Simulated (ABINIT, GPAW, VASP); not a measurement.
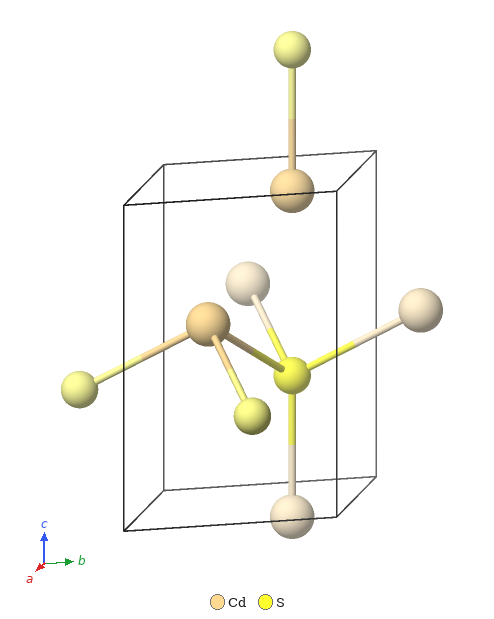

Cd₂S, space group P3m1 (No. 156), a = 3.963 Å, b = 3.963 Å, c = 5.809 Å, α = 90.00°, β = 90.00°, γ = 120.00° (26.33 Å³/atom). An orthographic ball-and-stick view of the structure, slightly off an axis. Atoms at the boundary of the conventional unit cell (the box) are drawn once for each face, edge or corner they touch. Atoms just outside the outline that bond to atoms inside are added, in fainter colours. The cell is a structure listed in the Materials Project. It needn't be the stable form of this composition.

The cell was scaled uniformly, at fixed shape and fractional positions, in three programs or potential sets. Alike in all runs: functional PBE; k mesh 8 × 8 × 5 on the run's cell of 3 atoms; occupations fermi-dirac, width 0.05 eV; no spin polarisation; no spin-orbit coupling.

Energies from VASP (PBE potentials, release 64 Cd, S):

```tsv
volume (Å³/atom)	E − E(lowest point) (meV/atom)
24.753	15.98
25.280	7.18
25.806	1.99
26.333	0.00
26.860	0.87
27.386	4.29
27.913	9.96
```

What equilibrium volume and bulk modulus do these points give?

Answer. V0 = 26.43 Å³/atom, B0 = 42.7 GPa and B0′ = 4.8. V0 lies 0.4 % above the volume of the cell as given.

The same fit in all programs:

```tsv
program	V0 (Å³/atom)	B0 (GPa)	B0′
VASP (PBE potentials, release 64 Cd, S)	26.43	42.7	4.8
GPAW (PAW data 1.2.1)	26.12	43.4	4.9
ABINIT (JTH PAW PBE v2.0)	?	?	?
```

What does ABINIT (JTH PAW PBE v2.0) give?

Answer. V0 = 26.27 Å³/atom, B0 = 43.1 GPa and B0′ = 5.2. The other rows span 26.12 to 26.43 Å³/atom and 42.7 to 43.4 GPa.

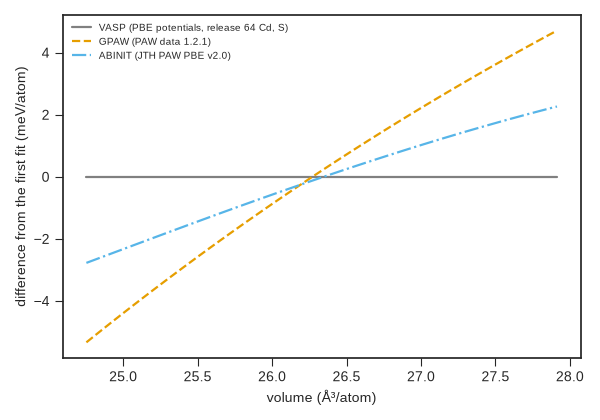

Each fitted curve, counted from its own minimum, less that of VASP (PBE potentials, release 64 Cd, S). With one functional throughout, the spread comes from potentials, basis sets and numerical settings; B0′ is uncertain by a few tenths over so narrow a range.

Caveat: the cell was scaled at fixed shape and fractional positions, which overstates the stiffness of a crystal with free parameters, most of all of layers and chains.
